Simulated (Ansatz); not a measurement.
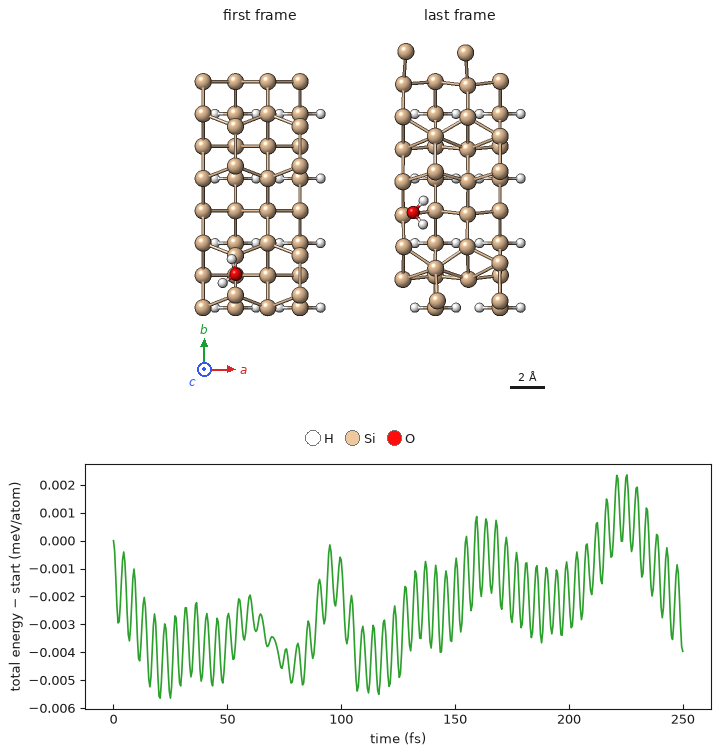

First-principles dynamics of H2O on Si(100)-2x1, underside capped with H (59 atoms in the cell), 250 fs long. Style: ball-and-stick. Shown: the simulation cell, with the vacuum cut short, along the c axis. Bonds to atoms that aren't drawn are left out.

Level of theory: DFT PBE-D3(BJ), scalar-relativistic, plane waves, PAW (Ansatz). Run with plane-wave cutoff 420 eV; k-point mesh 1 × 1 × 1; Fermi-Dirac smearing 0.02 eV; low-accuracy preset; 24 atoms held fixed; constant energy (NVE); time step 0.5 fs; at the start 3 atoms move with typed velocities and the others are at rest.

### Is this trajectory numerically sound?

The total energy stays between −0.0056 and 0.0024 meV per atom of its start. A straight-line fit has a slope that amounts to +0.0034 meV per atom over 250 fs (under 0.1 % of the mean kinetic energy), its mean offset in the second half is under 0.1 %, and the ripple about the line is under 0.1 % of the kinetic energy's fluctuation. With a drift under 2 % and a ripple under 7 %, the integration is accurate. Over the second half the temperature averages 572 K (spread ±82 K). It is well above the start because potential energy is released as heat. The potential energy in the second half lies on average 18.4 meV per atom below the first frame.

Limits of the set-up: the program's low-accuracy preset was used; the periodic images lie only 7.7 Å apart, so the values are limited by the cell's size.

The run took 30 min on 4 threads of Arm Neoverse V2, with other jobs on the host, peak memory 1.9 GiB.

PAW datasets: the set soft_1.
